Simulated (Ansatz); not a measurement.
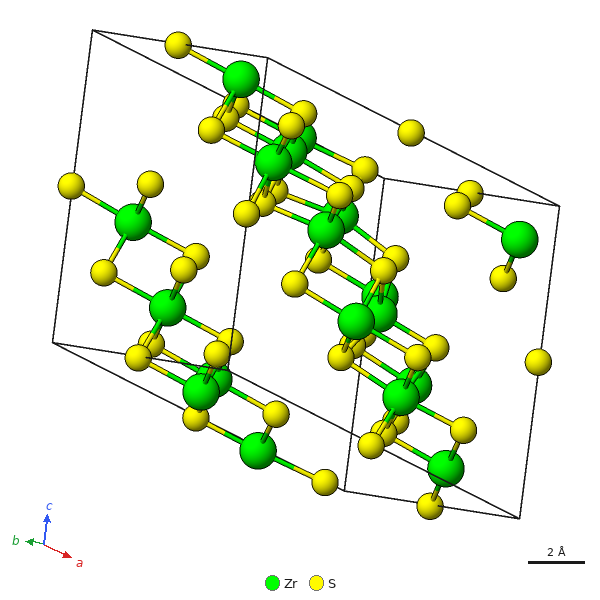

We look at a ball-and-stick model of the crystal from a general direction. One supercell is outlined, and atoms on its boundary appear in each equivalent place. The host is ZrS₂, in a cell of 48 sites, and the cell is neutral.

### Spot the defect.

A sulfur vacancy. Around the empty site lie three Zr at about 3.0 Å.

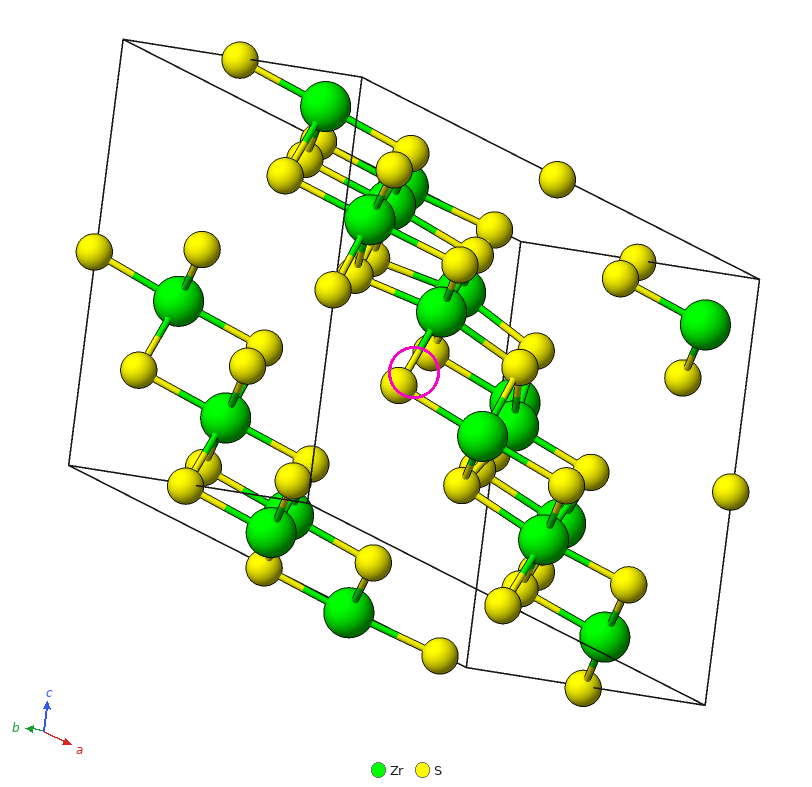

The same cell with a ring at the defect's site.

The atoms were relaxed in the host's cell with DFT PBE, scalar-relativistic, plane waves, PAW (Ansatz).
